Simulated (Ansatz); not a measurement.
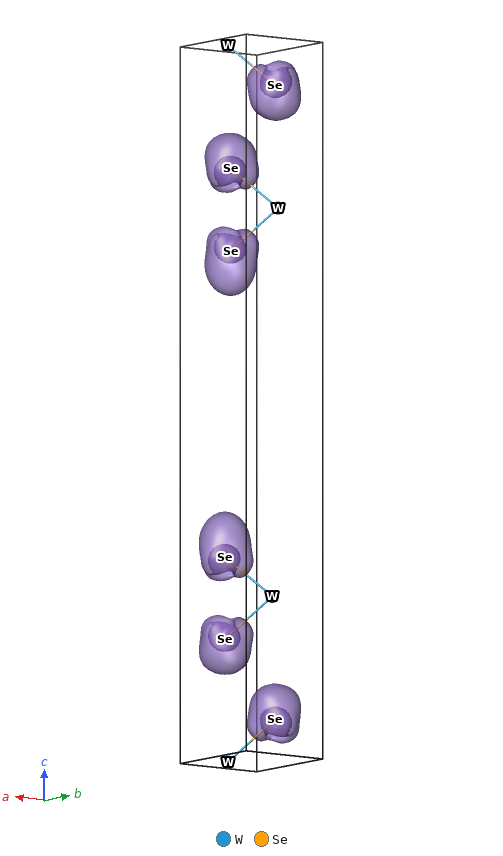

The picture shows: WSe2. Isosurface of the ELF at 0.7 (purple), seen at an oblique angle. Core shells and regions of very low density are left out. Sticks mark near contacts.

Space group P1; a structure from a database of computed crystals, not necessarily the ambient phase.

Computed with DFT PBEsol, scalar-relativistic, plane waves, PAW (Ansatz 0.2.0).

In a PAW calculation such maps are meaningful between the atoms, not at the nuclei.

```xyz
9
Lattice="3.2709 0.0000 0.0000 -1.6355 2.8327 0.0000 0.0000 0.0000 29.1848" Properties=species:S:1:pos:R:3 pbc="T T T"
W     1.6355    0.9442    0.0000
W    -0.2113    1.6772   22.5732
W     0.2113    2.0997    6.6115
Se    0.0019    1.8904    1.6743
Se    1.4252    0.7340   24.2479
Se    1.8476    1.1564    8.2835
Se   -0.0019    1.8865   27.5104
Se    1.4233    0.7321   20.9012
Se    1.8456    1.1544    4.9369
```

Q: Where are the electrons localised?

A: At this value the surface marks out six regions wrapped around Se (the valence shell of each), counted in one cell of 9 atoms. Any copies at cell faces, edges or corners count once.

Values along the shortest contacts:
W–Se (2.52 Å): the ELF is about 0.55 at the midpoint.

Q: Metal or insulator at this level of theory?

A: It is gapped, with a Kohn–Sham gap of 1.2 eV on the k-point mesh (the band edges may lie off the mesh, which would make the gap smaller).
